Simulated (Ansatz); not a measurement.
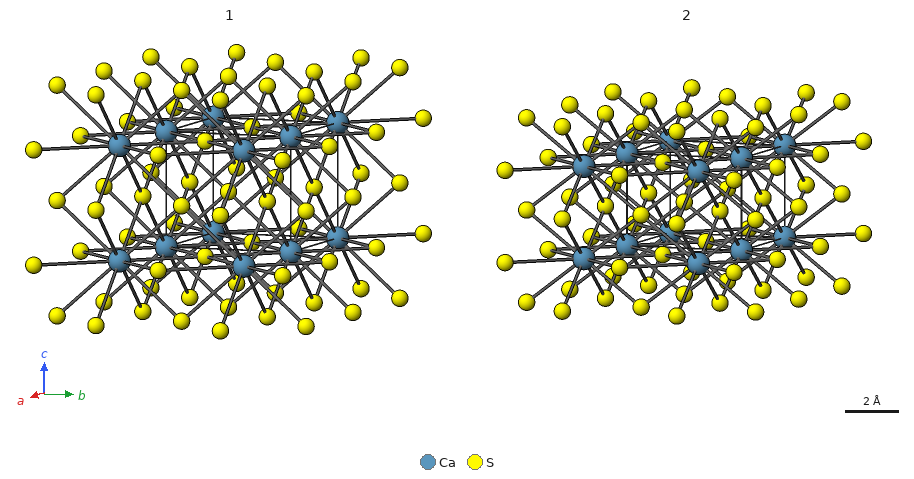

Two geometries of crystalline CaS3 (a generated structure, set up in P4/mmm) (coarse preliminary run), drawn at one scale. One is the start of a relaxation, the other its converged end. The picture is a ball-and-stick view of the cell of the calculation, repeated 2 × 1 × 1 with one cell outlined, seen slightly off an axis.

Computed with DFT PBE, scalar-relativistic, plane waves, PAW in Ansatz. Set-up: plane-wave cutoff 420 eV; k-point mesh 4 × 4 × 4; occupations gaussian; smearing width 0.1 eV; no spin polarisation; cell and atoms relaxed; force threshold 0.04 eV/Å; at most 70 steps.

Q: Which one is relaxed?

A: Structure 2 is the relaxed one. The atoms keep their places relative to the cell (all moves are under 0.005 Å). The volume changes by −32.4 %, with a = b 5.026 → 4.623 Å (−8.0 %), c 4.388 → 3.508 Å (−20.1 %). Near-neighbour distances that change, for instance: Ca–Ca 4.388 → 3.508 Å, Ca–S 3.336 → 2.902 Å, S–S 3.336 → 2.902 Å, Ca–S 3.554 → 3.269 Å. Among the angles between lasting bonds that change: Ca–S–Ca 82.2° → 74.4°, Ca–S–Ca 97.8° → 105.6°. The space group stays P4/mmm (No. 123). After 5 accepted moves (6 points after the start) the energy has fallen by 429 meV per atom. All forces vanish by symmetry, so only the cell relaxes. Pressure: −10.36 GPa at the start and 0.13 GPa at the end. At 1 point the geometry stayed and the basis and grid were re-selected for the new cell (energy shift of 0.2 meV per atom at most each time). The run took 10 s on 1 thread of Intel(R) Xeon(R) 6975P-C (Granite Rapids), with other jobs on the host, peak memory 0.41 GiB.
